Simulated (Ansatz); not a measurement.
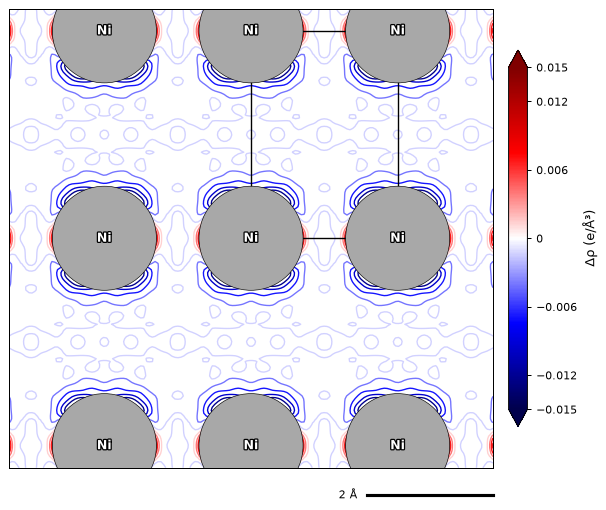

Ni. Difference of the valence pseudo-densities of two functionals at the same geometry, on the (101) plane of the calculation cell: r2SCAN less PBE.

Both computed with Ansatz (plane waves, PAW), on the same k-point mesh. Grey discs cover the atomic cores.

```yaml
crystal:
  lattice:
    - [2.32927, 0.00000, 0.00000]
    - [0.00000, 2.32927, 0.00000]
    - [0.00000, 0.00000, 2.32927]
  atoms:
    - { symbol: Ni, position: [0.00000, 0.00000, 0.00000] }
```

What does the difference map show?

Against PBE, r2SCAN gives less density around Ni (−0.004 e/Å³ on average at 1.0 Å from the nucleus).
